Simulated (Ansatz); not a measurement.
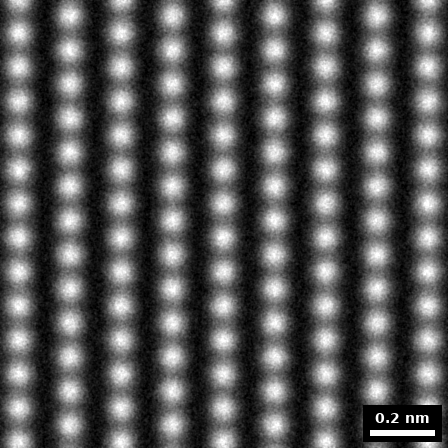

Integrated-DPC-like image of a crystal. Simulated as the projected potential of neutral atoms (B = 0.5 Å²) blurred by a 0.51 Å probe, the thin-sample limit of integrated differential phase contrast. Shot noise was added.

Q: What two-dimensional lattice does the image show, and how large is its cell?

A: The pattern repeats on a centred rectangular net of 1.1 × 3.2 Å.

Q: What is the plane group of the image?

A: c2mm: perpendicular mirror lines on a centred net, with further twofold points between them.

Q: How many columns does the smallest repeating cell hold, and how many levels of brightness?

A: 1 column in the primitive cell of 1.7 Å², all of one brightness.

The crystal is Zr (Fm-3m, No. 225) seen along [221]. Structure used: the end point of a relaxation with DFT, PBE, plane waves (420 eV) with PAW, scalar-relativistic in Ansatz 0.2.0; the starting structure was generated, so it need not be a known form of this composition.
